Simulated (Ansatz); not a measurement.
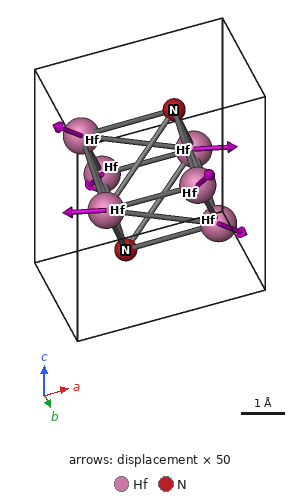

A relaxation of solid Hf₃N (built on the Ni3Sn (D0_19)_194 type). The starting structure is drawn; purple arrows show the displacements (the part carried along by the change of the cell is left out), magnified 50 times.

A ball-and-stick model of the cell of the calculation, seen from a free direction.

Case: Ni3Sn (D0_19) type (P6_3/mmc, No. 194).

Method: DFT PBE, scalar-relativistic, plane waves, PAW in Ansatz 0.2.0. Set-up: plane-wave cutoff 420 eV; k-point mesh 6 × 6 × 8; occupations gaussian; smearing width 0.1 eV; no spin polarisation; cell and atoms relaxed; force threshold 0.01 eV/Å; at most 80 steps.

Q: What did the optimiser do to the structure, and how much energy did it gain?

A: The largest moves relative to the cell, 0.021 Å, are those of Hf atoms. N stays in place. Cell: a = b 5.803 → 5.745 Å (−1.0 %), c 4.839 → 4.927 Å (+1.8 %). Volume −0.2 %. Among the contacts that change: Hf–Hf 2.972 → 2.906 Å, Hf–N 2.920 → 2.959 Å, Hf–N 2.902 → 2.872 Å, Hf–Hf 2.966 → 2.981 Å. The space group stays P6_3/mmc (No. 194). The energy falls by 3.9 meV per atom in 4 accepted moves (6 points after the start). The largest force component goes from 0.36 to 0.00036 eV/Å. The pressure goes from −0.34 to 0.00 GPa. The line search rejected the trial step at point 1 of the run. At 1 point the geometry stayed and the basis and grid were re-selected for the new cell (energy shift of less than 0.05 meV per atom at most each time). Cost: 2.2 min on 1 thread of Intel(R) Xeon(R) 6975P-C (Granite Rapids), with other jobs on the host, peak memory 0.7 GiB.
